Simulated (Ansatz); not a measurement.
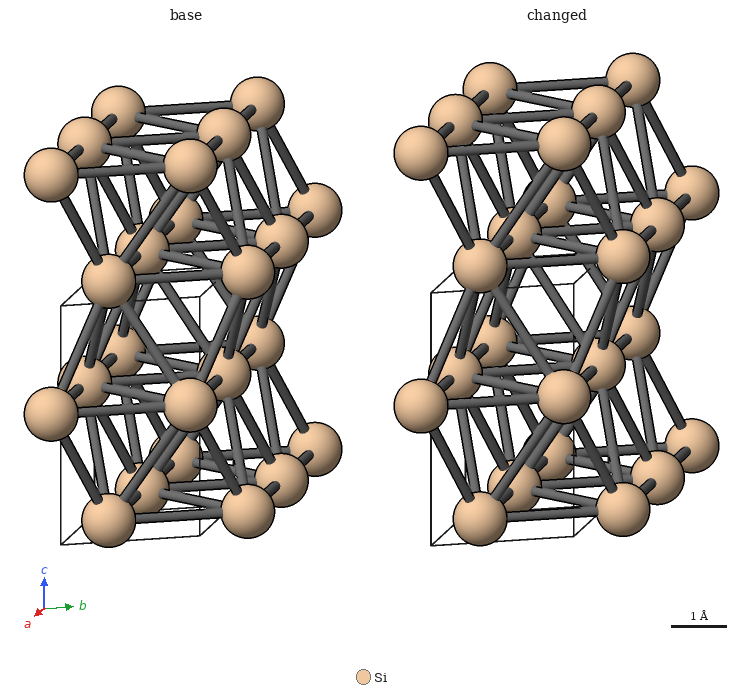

Left: a symmetric starting cell of Si. Right: the same structure after one change, at the same scale. A ball-and-stick model of the cell of the calculation, repeated 3 × 2 × 2 with one cell outlined, seen slightly off an axis.

Method: DFT PBE, scalar-relativistic, plane waves, PAW (Ansatz 0.2.0). Set-up: plane-wave cutoff 420 eV; k-point mesh 15 × 15 × 8; occupations gaussian; smearing width 0.1 eV; no spin polarisation.

Question: What was changed?

Answer: The cell is strained by +5.7 % along c and +2.7 % across it (volume +11.6 %), the atoms keeping their fractional coordinates. No relaxation follows. The starting cell wasn't computed here and needn't be at equilibrium, so pressure and forces aren't due to the change alone.

Question: What does the change do?

Answer: The pressure is −5.5 GPa (not all of it need come from the change, since the unchanged cell can be under pressure at this level too). The principal stresses (compression positive) are −6.3 GPa along c and −5.0 GPa across it. All forces vanish by symmetry. Some distances before and after: Si–Si 2.729 → 2.860 Å, Si–Si 2.666 → 2.739 Å. The space group stays P6_3/mmc (No. 194).
